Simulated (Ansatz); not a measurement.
Geometry relaxation of HfN$_{2}$ (part 1 of 2)

The run: geometry relaxation of HfN$_{2}$ (P4₂/mnm, 6 atoms in the cell). Method and program: DFT LDA, scalar-relativistic, plane waves, PAW, no spin polarisation (Ansatz 0.2.0).

The structure was made by swapping elements on the sites of another compound; it need not be a known phase. It belongs to a series of runs on one base structure; here: O -> N on all its sites, cell and atoms relaxed.

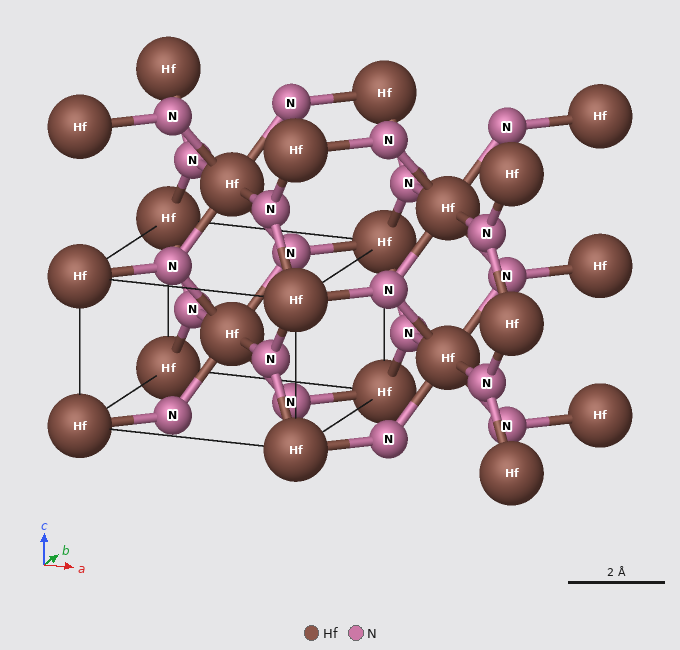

Figure 1. The starting structure (ball-and-stick view of the cell of the calculation, repeated 2 × 1 × 2, seen slightly off an axis). Near neighbours in the crystal (not all of them lie inside the picture): Hf has 6 N at 2.11 Å; N has 3 Hf at 2.11 Å.

Input file:
```yaml
crystal:
  lattice:
    - [4.8889303898, 0.0, 0.0]
    - [0.0, 4.8889303898, 0.0]
    - [0.0, 0.0, 3.2523645027]
  atoms:
    - { symbol: Hf, position: [0.0, 0.0, 0.0] }
    - { symbol: Hf, position: [0.5, 0.5, 0.5] }
    - { symbol: "N", position: [0.195107573, 0.804892427, 0.5] }
    - { symbol: "N", position: [0.304892427, 0.304892427, 0.0] }
    - { symbol: "N", position: [0.695107573, 0.695107573, 0.0] }
    - { symbol: "N", position: [0.804892427, 0.195107573, 0.5] }
basis:
  ecutwfc: 420
kpoints:
  mp_grid: { grid: [8, 8, 12] }
hamiltonian:
  xc: lda
scf:
  occupations: { method: gaussian, width: 0.1 }
output:
  forces: true
  stress: true
  eigenvalues: true
  write_density: true
  write_potential: true
  elf: true
  volumetric_format: npy
relax:
  adjacent_minimum: "off"
  f_tol: 0.01
  max_steps: 60
  cell: { stress_tol: 0.1 }
```

Run on 1 thread of Oxide Virtual Turin-like (Zen 5), 32 GiB of memory available, shared host.

Command:
```bash
ansatz run input.yaml --threads 1 --pin off --max-ram 2560MiB --backend cpu --events-out ev --progress --plain --runs-dir out
```

What the program printed:
```
Engine: ansatz 0.2.0, x86_64-unknown-linux-gnu
Pseudopotentials: kind: paw
Pseudopotential: Hf, paw, valence charge 26, recommended cutoff 420 eV (normal), Hf.paw.azcp
Pseudopotential: N, paw, valence charge 5, recommended cutoff 420 eV (normal), N.paw.azcp
Functional definition: SPW92
  exchange = slater_x
  correlation = pw_c
Crystal: 6 atoms, lattice volume = 77.737 Å³
Basis set: ecut = 420 eV, 1519 PW (Γ)
Bands: 44, of which v1, the nominal top of the filled ones, is band 36 counted from 1 (35 counted from 0)
Symmetry: 16 space group operations
Space group: P42/mnm (ITA 136), of the structure as read, at distance tolerance 4.3e-5 Å
k-points: 105 of 768
Non-local potential: Hf, projectors of the file, l = 0: 3, l = 1: 2, l = 2: 2, l = 3: 3
Non-local potential: N, projectors of the file, l = 0: 2, l = 1: 2, l = 2: 1
PAW form: soft (Blöchl's): semilocal exchange-correlation on the pseudo side does not see the compensation charge
PAW frozen core: Hf, regenerated for the run's functional, and the local potential with it (the file was generated under x = pbe(κ = 0.804, μ = 0.2195149727645171), c = pbe(β = 0.06672455060314922))
PAW frozen core: N, regenerated for the run's functional, and the local potential with it (the file was generated under x = pbe(κ = 0.804, μ = 0.2195149727645171), c = pbe(β = 0.06672455060314922))
PAW one-centre angular grid: Hf, 590 points (default); XC on 64 Gauss nodes
PAW one-centre angular grid: N, 110 points (default); XC on 64 Gauss nodes
Initial density: superposition of atomic densities (neutral atoms: chi_scale 0, normalization atom), corrected by the library's trained network
Initial wavefunctions: pseudopotential atomic-orbital guess
Functional: x = slater, c = lda
SCF iter   1: F=—  HF=-32450.225463 eV  |F-HF|=—  |Δ(HF+E_count)|=         —  Δρ=1.25e-2  dr2=1.18e-1  ethr=1.77e-3  ⟨swp⟩=5.0  Hψ=14521  notcnv=0  defer=43
preconditioner: auto → LDOS  [metal: Δε(μ)=0.017 eV  Ē_g=15.694 eV  σ=0.100 eV  W_gap=0.10  n_scr=30 (ndim 8)  ℏωp=34.7 eV  f_vac=0.035  D(μ)=4.20/eV (n_scr^D=38)  β→1.0]
SCF iter   2: F=—  HF=-32450.193725 eV  |F-HF|=—  |Δ(HF+E_count)|=   3.17e-2  Δρ=3.07e-3  dr2=3.05e-3  ethr=1.64e-4  ⟨swp⟩=2.0  Hψ=7313  notcnv=0  defer=173
SCF iter   3: F=—  HF=-32450.193805 eV  |F-HF|=—  |Δ(HF+E_count)|=   7.95e-5  Δρ=1.20e-3  dr2=8.62e-4  ethr=4.24e-6  ⟨swp⟩=2.0  Hψ=8235  notcnv=0  defer=173
SCF iter   4: F=—  HF=-32450.193391 eV  |F-HF|=—  |Δ(HF+E_count)|=   4.14e-4  Δρ=4.55e-4  dr2=9.04e-5  ethr=1.20e-6  ⟨swp⟩=2.0  Hψ=8213  notcnv=0  defer=173
SCF iter   5: F=—  HF=-32450.193300 eV  |F-HF|=—  |Δ(HF+E_count)|=   9.14e-5  Δρ=1.00e-4  dr2=5.14e-6  ethr=1.26e-7  ⟨swp⟩=2.0  Hψ=8221  notcnv=0  defer=173
SCF iter   6: F=—  HF=-32450.193297 eV  |F-HF|=—  |Δ(HF+E_count)|=   2.64e-6  Δρ=1.66e-5  dr2=1.46e-7  ethr=7.14e-9  ⟨swp⟩=2.0  Hψ=7389  notcnv=0  defer=173
SCF iter   7: F=-32450.193297 eV  HF=-32450.193297 eV  |F-HF|=8.84e-10  |Δ(HF+E_count)|=   5.67e-8  Δρ=2.34e-6  dr2=3.55e-9  ethr=1.39e-10  ⟨swp⟩=13.7  Hψ=34140  notcnv=0
SCF 1 converged in 7 iterations: F = -32450.193297 eV  dr2 = 3.55e-9
  Residual-converged pass: ⟨swp⟩=1.0  Hψ=5040  notcnv=0  max |occ|·‖R‖ = 7.1e-9 eV (tolerance 1.0e-8 eV)  dr2=3.55e-9  dr2_onsite=1.00e-9  max |Δocc| = 2.5e-11
  greatest PAW one-centre occupation: 0.998 electrons in one spin orbital (limit 2), on the Hf atom at site 1 (counted from 0), in its partial waves of l = 3
relax step   1: F+E_penalty+E_count = -32450.19329701 eV  Δ(F+E_penalty+E_count) = +0.000e0 eV  max|allowed force component| = 3.147e-1 eV/Å  Δτ_max = 0.0000 Å  P = +1.992 GPa  Ω = 77.737 Å³  (7 SCF iters, dr2 threshold 1.00e-7 eV, accepted)
Crystal: 6 atoms, lattice volume = 78.523 Å³
Basis set: ecut = 420 eV, 1567 PW (Γ)
Initial density: handed on by an earlier stage of this run
Initial wavefunctions: those handed on with the density
iter 1 solved again at ethr=8.29e-6 eV; its pass at ethr=3.10e-3 eV (dr2=5.97e-3 eV) is discarded
SCF iter   1: F=—  HF=-32450.213036 eV  |F-HF|=—  |Δ(HF+E_count)|=         —  Δρ=3.75e-3  dr2=5.44e-3  ethr=8.29e-6  ⟨swp⟩=2.2  Hψ=20710  notcnv=0
preconditioner: auto → LDOS  [metal: Δε(μ)=0.007 eV  Ē_g=15.626 eV  σ=0.100 eV  W_gap=0.04  n_scr=30 (ndim 8)  ℏωp=34.6 eV  f_vac=0.040  D(μ)=4.40/eV (n_scr^D=38)  β→1.0]
SCF iter   2: F=—  HF=-32450.211561 eV  |F-HF|=—  |Δ(HF+E_count)|=   1.47e-3  Δρ=8.76e-4  dr2=3.79e-4  ethr=7.55e-6  ⟨swp⟩=2.0  Hψ=8159  notcnv=0
SCF iter   3: F=—  HF=-32450.211437 eV  |F-HF|=—  |Δ(HF+E_count)|=   1.25e-4  Δρ=2.46e-4  dr2=2.98e-5  ethr=5.26e-7  ⟨swp⟩=2.0  Hψ=8407  notcnv=0
SCF iter   4: F=—  HF=-32450.211427 eV  |F-HF|=—  |Δ(HF+E_count)|=   9.54e-6  Δρ=5.93e-5  dr2=1.71e-6  ethr=4.14e-8  ⟨swp⟩=2.0  Hψ=7565  notcnv=0
SCF iter   5: F=—  HF=-32450.211427 eV  |F-HF|=—  |Δ(HF+E_count)|=   3.76e-7  Δρ=1.77e-5  dr2=1.87e-7  ethr=8.33e-10  ⟨swp⟩=10.8  Hψ=40883  notcnv=0
SCF iter   6: F=-32450.211426 eV  HF=-32450.211426 eV  |F-HF|=8.73e-10  |Δ(HF+E_count)|=   3.10e-7  Δρ=4.17e-6  dr2=6.93e-9  ethr=2.59e-10  ⟨swp⟩=8.9  Hψ=34979  notcnv=0
SCF 2 converged in 6 iterations: F = -32450.211426 eV  dr2 = 6.93e-9
  Residual-converged pass: ⟨swp⟩=1.1  Hψ=5046  notcnv=0  max |occ|·‖R‖ = 7.1e-9 eV (tolerance 1.0e-8 eV)  dr2=6.93e-9  dr2_onsite=3.18e-9  max |Δocc| = 6.6e-13
  greatest PAW one-centre occupation: 0.998 electrons in one spin orbital (limit 2), on the Hf atom at site 0 (counted from 0), in its partial waves of l = 3
relax step   2: F+E_penalty+E_count = -32450.21142642 eV  Δ(F+E_penalty+E_count) = -1.813e-2 eV  max|allowed force component| = 4.748e-2 eV/Å  Δτ_max = 0.0201 Å  P = +0.052 GPa  Ω = 78.523 Å³  energy of the carried Pulay correction = -3.409e-3 eV  (6 SCF iters, dr2 threshold 6.00e-7 eV, accepted)
Crystal: 6 atoms, lattice volume = 78.514 Å³
Basis set: ecut = 420 eV, 1535 PW (Γ)
iter 1 solved again at ethr=3.33e-7 eV; its pass at ethr=3.10e-3 eV (dr2=2.40e-4 eV) is discarded
SCF iter   1: F=—  HF=-32450.212491 eV  |F-HF|=—  |Δ(HF+E_count)|=         —  Δρ=6.72e-4  dr2=2.76e-4  ethr=3.33e-7  ⟨swp⟩=2.4  Hψ=21665  notcnv=0
preconditioner: auto → LDOS  [metal: Δε(μ)=0.016 eV  Ē_g=15.624 eV  σ=0.100 eV  W_gap=0.09  n_scr=30 (ndim 8)  ℏωp=34.6 eV  f_vac=0.040  D(μ)=4.41/eV (n_scr^D=38)  β→1.0]
SCF iter   2: F=—  HF=-32450.212410 eV  |F-HF|=—  |Δ(HF+E_count)|=   8.14e-5  Δρ=3.28e-4  dr2=7.14e-5  ethr=3.33e-7  ⟨swp⟩=2.0  Hψ=8428  notcnv=0
SCF iter   3: F=-32450.212378 eV  HF=-32450.212378 eV  |F-HF|=4.96e-7  |Δ(HF+E_count)|=   3.18e-5  Δρ=3.04e-5  dr2=4.74e-7  ethr=8.33e-10  ⟨swp⟩=8.6  Hψ=38817  notcnv=0
SCF 3 converged in 3 iterations: F = -32450.212378 eV  dr2 = 4.74e-7
relax step   3: F+E_penalty+E_count = -32450.21237763 eV  Δ(F+E_penalty+E_count) = -9.512e-4 eV  max|allowed force component| = 1.788e-3 eV/Å  Δτ_max = 0.0006 Å  P = -0.084 GPa  Ω = 78.514 Å³  energy of the carried Pulay correction = -3.368e-3 eV  (3 SCF iters, dr2 threshold 6.00e-7 eV, accepted)
Crystal: 6 atoms, lattice volume = 78.482 Å³
iter 1 solved again at ethr=1.75e-8 eV; its pass at ethr=3.10e-3 eV (dr2=1.26e-5 eV) is discarded
SCF iter   1: F=—  HF=-32450.212558 eV  |F-HF|=—  |Δ(HF+E_count)|=         —  Δρ=1.74e-4  dr2=1.00e-5  ethr=1.75e-8  ⟨swp⟩=2.3  Hψ=20281  notcnv=0
preconditioner: auto → LDOS  [metal: Δε(μ)=0.013 eV  Ē_g=15.626 eV  σ=0.100 eV  W_gap=0.08  n_scr=30 (ndim 8)  ℏωp=34.6 eV  f_vac=0.040  D(μ)=4.41/eV (n_scr^D=38)  β→1.0]
SCF iter   2: F=—  HF=-32450.212555 eV  |F-HF|=—  |Δ(HF+E_count)|=   2.22e-6  Δρ=6.77e-5  dr2=1.59e-6  ethr=1.39e-8  ⟨swp⟩=2.0  Hψ=7910  notcnv=0
SCF iter   3: F=—  HF=-32450.212555 eV  |F-HF|=—  |Δ(HF+E_count)|=   6.97e-7  Δρ=1.46e-5  dr2=1.34e-7  ethr=2.20e-9  ⟨swp⟩=2.0  Hψ=8404  notcnv=0
SCF iter   4: F=-32450.212555 eV  HF=-32450.212555 eV  |F-HF|=1.79e-9  |Δ(HF+E_count)|=   1.93e-7  Δρ=3.39e-6  dr2=6.92e-9  ethr=1.54e-10  ⟨swp⟩=8.8  Hψ=34786  notcnv=0
SCF 4 converged in 4 iterations: F = -32450.212555 eV  dr2 = 6.92e-9
relax step   4: F+E_penalty+E_count = -32450.21255457 eV  Δ(F+E_penalty+E_count) = -1.769e-4 eV  max|allowed force component| = 1.996e-3 eV/Å  Δτ_max = 0.0007 Å  P = +0.027 GPa  Ω = 78.482 Å³  energy of the carried Pulay correction = -3.228e-3 eV  (4 SCF iters, dr2 threshold 1.11e-7 eV, accepted)
Initial wavefunctions: pseudopotential atomic-orbital guess (no wavefunctions were taken with the density)
iter 1 solved again at ethr=1.68e-7 eV; its pass at ethr=3.10e-3 eV (dr2=1.21e-4 eV) is discarded
SCF iter   1: F=—  HF=-32450.216021 eV  |F-HF|=—  |Δ(HF+E_count)|=         —  Δρ=7.47e-5  dr2=6.97e-7  ethr=1.68e-7  ⟨swp⟩=3.0  Hψ=27034  notcnv=0
SCF iter   2: F=—  HF=-32450.216022 eV  |F-HF|=—  |Δ(HF+E_count)|=   1.31e-6  Δρ=2.13e-5  dr2=2.64e-7  ethr=9.68e-10  ⟨swp⟩=2.2  Hψ=8524  notcnv=0
SCF iter   3: F=—  HF=-32450.216022 eV  |F-HF|=—  |Δ(HF+E_count)|=   1.33e-7  Δρ=6.91e-6  dr2=1.96e-8  ethr=3.67e-10  ⟨swp⟩=2.0  Hψ=8404  notcnv=0
SCF iter   4: F=—  HF=-32450.216022 eV  |F-HF|=—  |Δ(HF+E_count)|=   3.62e-8  Δρ=1.75e-6  dr2=1.35e-9  ethr=2.72e-11  ⟨swp⟩=2.1  Hψ=8388  notcnv=0
SCF iter   5: F=-32450.216022 eV  HF=-32450.216022 eV  |F-HF|=1.02e-10  |Δ(HF+E_count)|=  8.73e-11  Δρ=5.20e-7  dr2=1.56e-10  ethr=1.00e-12  ⟨swp⟩=6.5  Hψ=24051  notcnv=0
SCF 5 converged in 5 iterations: F = -32450.216022 eV  dr2 = 1.56e-10
relax step   5: F+E_penalty+E_count = -32450.21602227 eV  Δ(F+E_penalty+E_count) = -3.468e-3 eV  max|allowed force component| = 2.189e-3 eV/Å  Δτ_max = 0.0000 Å  P = +0.086 GPa  Ω = 78.482 Å³  stress off target by 1.12e-1 GPa  SCF on the basis re-selected at this cell (its energy is not comparable with the rows above)  (5 SCF iters)
basis re-selected at this cell: Δ(F+E_penalty+E_count) = -3.468e-3 eV, ΔP = +0.060 GPa vs the last step (what re-selecting the basis moved, of the pressure what is left beyond the Pulay correction that the steps carried, after the strain that the cell walked since its last selection, with what the two solves' SCF thresholds leave and, on support functions, any second-order correction that the steps lacked; it is no measure of the basis error at this ecutwfc). This SCF's stress stands 1.12e-1 GPa from its target on what of the cell is left free (relax.cell.stress_tol is 1.00e-1 GPa) and its largest allowed force component is 2.19e-3 eV/Å (relax.f_tol is 1.00e-2 eV/Å): not within both, so this SCF does not close the relaxation
iter 1 solved again at ethr=4.80e-9 eV; its pass at ethr=3.10e-3 eV (dr2=3.46e-6 eV) is discarded
SCF iter   1: F=—  HF=-32450.215890 eV  |F-HF|=—  |Δ(HF+E_count)|=         —  Δρ=6.55e-5  dr2=2.58e-6  ethr=4.80e-9  ⟨swp⟩=2.0  Hψ=20165  notcnv=0
preconditioner: auto → LDOS  [metal: Δε(μ)=0.014 eV  Ē_g=15.625 eV  σ=0.100 eV  W_gap=0.08  n_scr=30 (ndim 8)  ℏωp=34.6 eV  f_vac=0.040  D(μ)=4.41/eV (n_scr^D=38)  β→1.0]
SCF iter   2: F=—  HF=-32450.215889 eV  |F-HF|=—  |Δ(HF+E_count)|=   8.85e-7  Δρ=3.09e-5  dr2=2.32e-7  ethr=3.59e-9  ⟨swp⟩=2.0  Hψ=7571  notcnv=0
SCF iter   3: F=-32450.215889 eV  HF=-32450.215889 eV  |F-HF|=1.36e-8  |Δ(HF+E_count)|=   4.74e-8  Δρ=4.45e-6  dr2=1.47e-8  ethr=4.38e-11  ⟨swp⟩=7.8  Hψ=29178  notcnv=0
SCF 6 converged in 3 iterations: F = -32450.215889 eV  dr2 = 1.47e-8
relax step   6: F+E_penalty+E_count = -32450.21588928 eV  Δ(F+E_penalty+E_count) = +1.330e-4 eV  max|allowed force component| = 1.949e-4 eV/Å  Δτ_max = 0.0002 Å  P = +0.000 GPa  Ω = 78.514 Å³  energy of the carried Pulay correction = -1.444e-4 eV  (3 SCF iters, dr2 threshold 3.15e-8 eV, accepted)
iter 1 solved again at ethr=1.57e-7 eV; its pass at ethr=3.10e-3 eV (dr2=1.13e-4 eV) is discarded
SCF iter   1: F=—  HF=-32450.216030 eV  |F-HF|=—  |Δ(HF+E_count)|=         —  Δρ=5.20e-6  dr2=1.46e-8  ethr=1.57e-7  ⟨swp⟩=3.0  Hψ=27066  notcnv=0
eigensolver tolerance schedule: the retry pair's looser diagonalisation over-reported the residual by 7710.89 of it (diagonalisation noise at 0.64 of the residual, at the tolerance the schedule requests for it); recorded, not acted on — ethr = c·dr2/N_el stays at c = 1.0e-1
SCF iter   2: F=—  HF=-32450.216031 eV  |F-HF|=—  |Δ(HF+E_count)|=   1.71e-6  Δρ=3.56e-6  dr2=6.31e-9  ethr=2.03e-11  ⟨swp⟩=3.3  Hψ=12027  notcnv=0
SCF iter   3: F=—  HF=-32450.216031 eV  |F-HF|=—  |Δ(HF+E_count)|=   6.96e-9  Δρ=9.86e-7  dr2=4.99e-10  ethr=8.76e-12  ⟨swp⟩=2.3  Hψ=8472  notcnv=0
SCF iter   4: F=-32450.216031 eV  HF=-32450.216031 eV  |F-HF|=4.37e-11  |Δ(HF+E_count)|=  8.44e-10  Δρ=2.16e-7  dr2=3.41e-11  ethr=1.00e-12  ⟨swp⟩=7.8  Hψ=26028  notcnv=0
SCF 7 converged in 4 iterations: F = -32450.216031 eV  dr2 = 3.41e-11
relax step   7: F+E_penalty+E_count = -32450.21603146 eV  Δ(F+E_penalty+E_count) = -1.422e-4 eV  max|allowed force component| = 1.917e-4 eV/Å  Δτ_max = 0.0000 Å  P = +0.001 GPa  Ω = 78.514 Å³  stress off target by 4.58e-3 GPa  SCF on the basis re-selected at this cell (its energy is not comparable with the rows above)  (4 SCF iters)
```

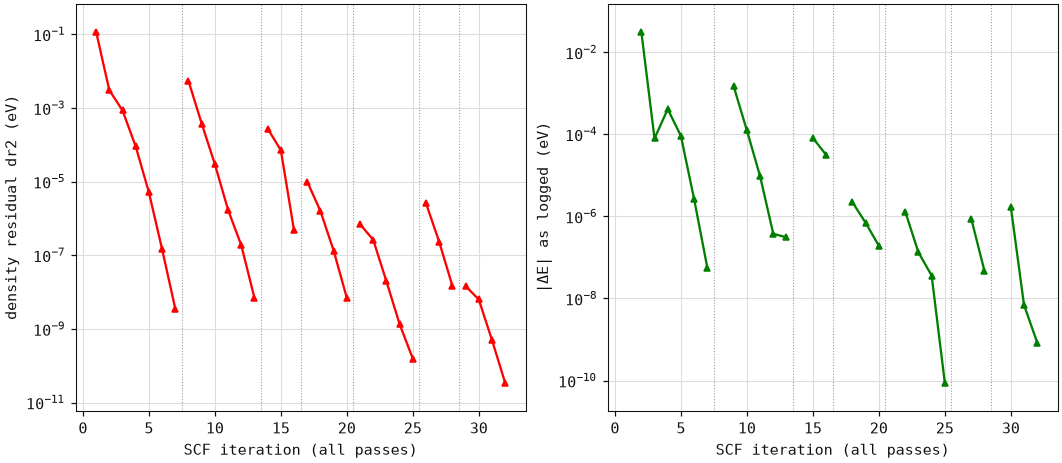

Figure 2. Convergence of the self-consistent field: density residual dr2 and size of the energy change against the SCF iteration. The dotted lines part the SCF passes of the relaxation: geometry steps, rejected trials and re-solves on a re-selected basis. The 7 passes take 3 to 7 iterations each, 32 in all.

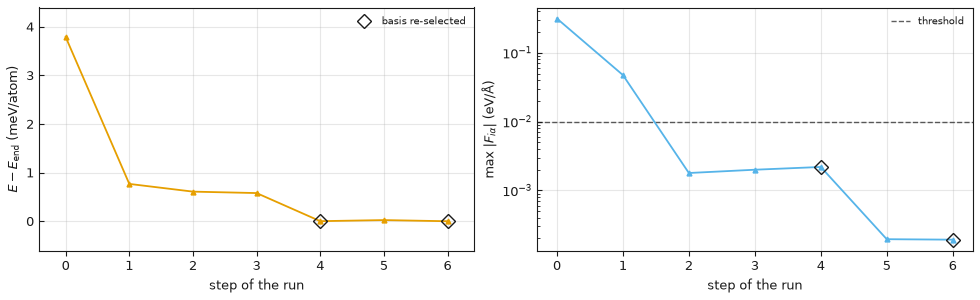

Figure 3. Progress of the relaxation, step by step (the first geometry is step 0 here and step 1 in the log).
